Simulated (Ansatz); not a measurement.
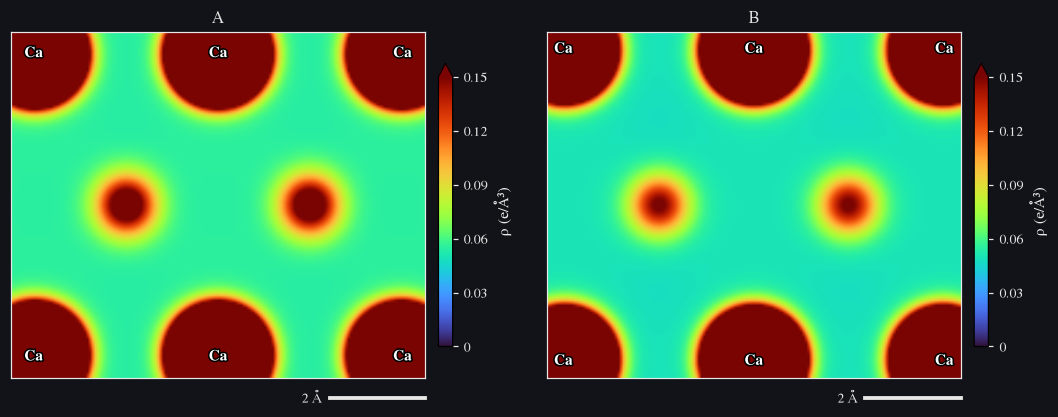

Ca. The valence pseudo-density of two cells that differ in size, on the (100) plane of each (indices in the axes of the calculation cell), at one length scale and on one colour scale: B has 44.7 Å³ an atom and A 40.8.

Space group P6₃/mmc.

All numbers below come from DFT PBEsol, scalar-relativistic, plane waves, PAW in Ansatz.

In a PAW calculation such maps are meaningful between the atoms, not at the nuclei.

Question: What does the compression do to the bonding and the properties?

Answer: From the larger cell to the smaller, Ca–Ca goes from 3.98 to 3.85 Å, and the density at its midpoint from 0.05 to 0.05 e/Å³; the pressure goes from −1.4 to 0.0 GPa.
